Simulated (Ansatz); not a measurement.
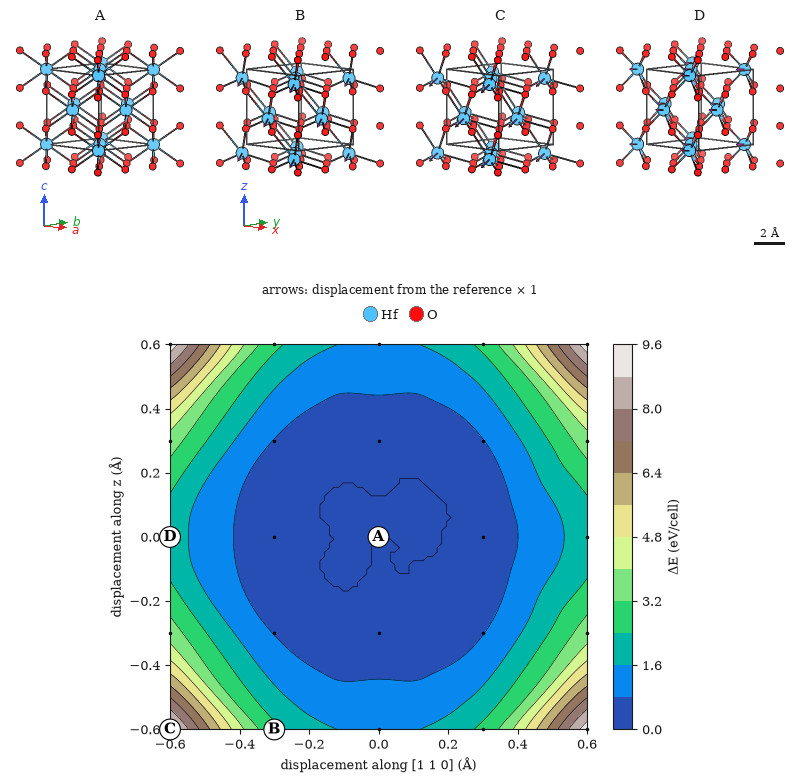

Solid HfO$_{2}$ (Fm-3m): the Hf atom (one in each cell of 3 atoms) is moved over the plane of the Cartesian directions [1 1 0] and z, all else fixed. The map is interpolated between the computed points (dots). The lettered frames are marked on it. Style: ball-and-stick. Shown: the conventional cell (4 times the calculation's cell), nearly along the normal of the scanned plane. Purple arrows: displacements from the reference. Lengths and directions refer to the drawn axes.

Method: DFT PBE, scalar-relativistic, plane waves, PAW (Ansatz 0.2.0). (plane-wave cutoff 420 eV; k-point mesh 8 × 8 × 8; occupations gaussian; smearing width 0.05 eV; no spin polarisation). Energies (free energies at the smearing named) are counted from the cell as listed in its source, which wasn't relaxed.

**What does the map show?**

In pairs of (displacement along [1 1 0] (Å); displacement along z (Å)): the lowest computed point lies at (0.00, 0.00) (0.00 eV/cell), the highest at (−0.60, −0.60), (0.60, 0.60), (0.60, −0.60), (−0.60, 0.60) (9.29 eV/cell).  Over the ranges scanned the energy rises by about as much along both axes. The frames lie at A (0.00, 0.00): 0.00 eV/cell, B (−0.30, −0.60): 2.62 eV/cell, C (−0.60, −0.60): 9.29 eV/cell, D (−0.60, 0.00): 1.99 eV/cell.
